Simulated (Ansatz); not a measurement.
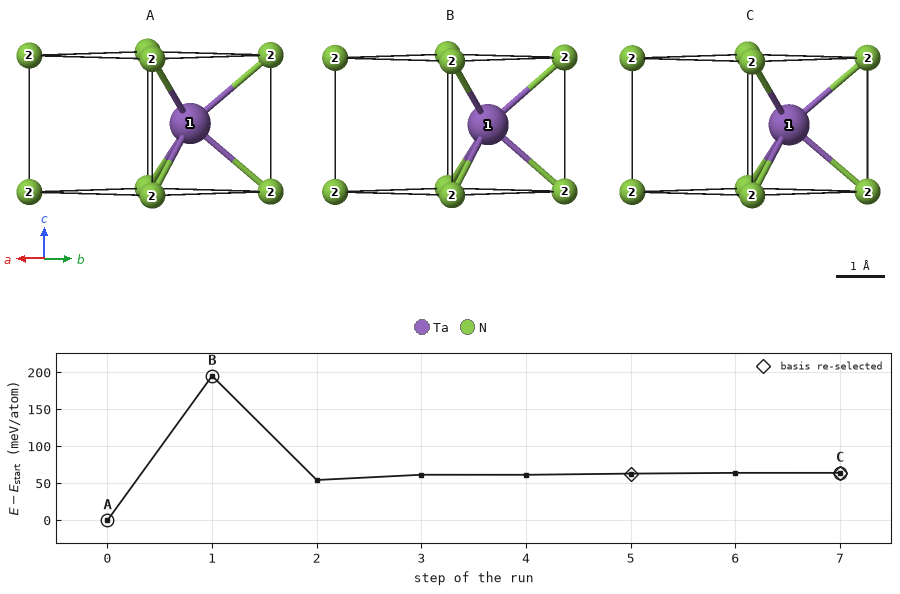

Frames of a relaxation of crystalline TaN (set up in P-6m2), marked on the history of the run. A ball-and-stick model of the cell of the calculation, seen from a free direction.

Case: relaxed at 30 GPa.

All numbers below come from DFT PBEsol, scalar-relativistic, plane waves, PAW (Ansatz). Set-up: plane-wave cutoff 420 eV; k-point mesh 18 × 18 × 14; occupations fermi dirac; smearing width 0.15 eV; target pressure 30 GPa; no spin polarisation; cell and atoms relaxed; force threshold 0.001 eV/Å; at most 60 steps.

### What happens along the run?

The energy rises by 64.3 meV per atom in 5 accepted moves (7 points after the start). With the target pressure of 30 GPa, the enthalpy E + pV changes by −72.5 meV per atom. All forces vanish by symmetry, so only the cell relaxes. The pressure goes from 0.00 to 30.00 GPa. The SCF was repeated twice at an unchanged geometry on a basis and grid sized afresh for the cell, which shifted the energy by 1.6 meV per atom at most. No atom moves by more than 0.005 Å relative to the cell. The volume changes by −6.9 %, with a = b 2.924 → 2.851 Å (−2.5 %), c 2.870 → 2.811 Å (−2.0 %). Among the contacts that change: Ta1–Ta1 2.924 → 2.851 Å, Ta1–Ta1 (another image) 2.870 → 2.811 Å, Ta1–N2 2.216 → 2.165 Å. The space group stays P-6m2 (No. 187). From step 0 to 1: volume −11.3 %, energy +195 meV per atom. From step 1 to 7: volume +5.0 %, energy −131 meV per atom.

```tsv
step	E − E(0), meV/atom	pressure, GPa	volume, Å³/atom	note
0	0.00	0.00	10.628	
1	195.44	55.61	9.427	
2	54.57	28.12	9.945	
3	61.68	30.00	9.902	
4	61.61	29.99	9.903	
5	63.23	29.73	9.903	same geometry, new basis
6	64.23	30.00	9.897	
7	64.25	30.00	9.897	same geometry, new basis
```
